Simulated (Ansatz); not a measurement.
```yaml
crystal:
  lattice:
    - [3.09855, -3.09855, 0.00000]
    - [0.00000, 3.09855, -3.09855]
    - [3.34643, 3.34643, 3.34643]
  atoms:
    - { symbol: Ti, position: [0.00000, 0.00000, 0.00000] }
    - { symbol: Ti, position: [0.66667, 0.33333, 0.33333] }
    - { symbol: Ti, position: [0.33333, 0.66667, 0.66667] }
    - { symbol: Al, position: [0.33333, 0.66667, 0.16667] }
    - { symbol: Al, position: [0.00000, 0.00000, 0.50000] }
    - { symbol: Al, position: [0.66667, 0.33333, 0.83333] }
```

Space group R-3m; a structure from a database of computed crystals, not necessarily the ambient phase; computed pressure about −5 GPa in this cell; computed without spin polarisation.

The calculation used DFT LDA, scalar-relativistic, plane waves, PAW in Ansatz 0.2.0.

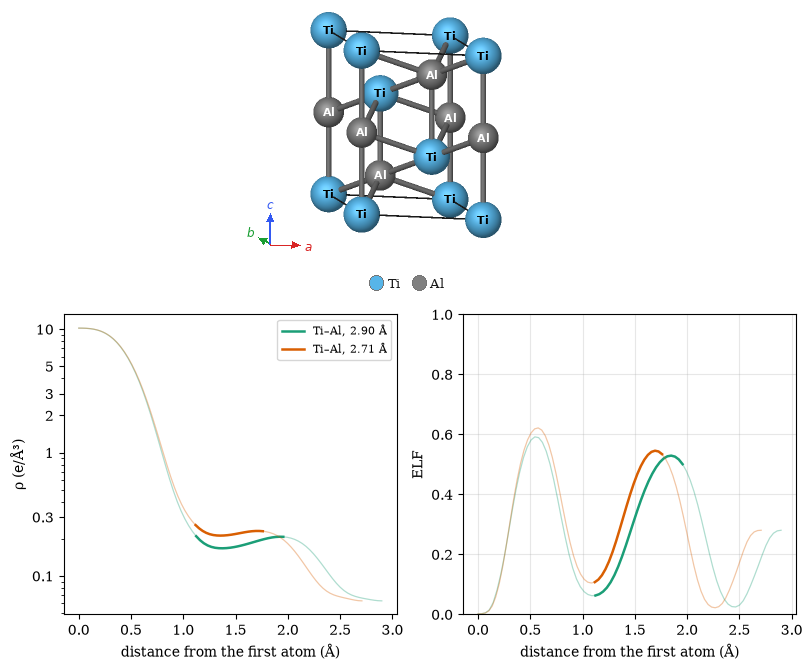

TiAl. Valence pseudo-density and ELF along straight lines between neighbouring atoms. Thin, pale parts lie inside the atomic spheres. The structure is drawn too.

The density is the valence pseudo-density of a PAW calculation; it isn't the true density close to the nuclei.

What can be read from the curves?

Answer. Ti–Al (2.90 Å): ρ is about 0.17 e/Å³ halfway; the ELF is about 0.25 at the midpoint (no localised pair shows between them).
Ti–Al (2.71 Å): ρ is about 0.21 e/Å³ halfway; the ELF is about 0.30 at the midpoint: no localised pair shows between them.
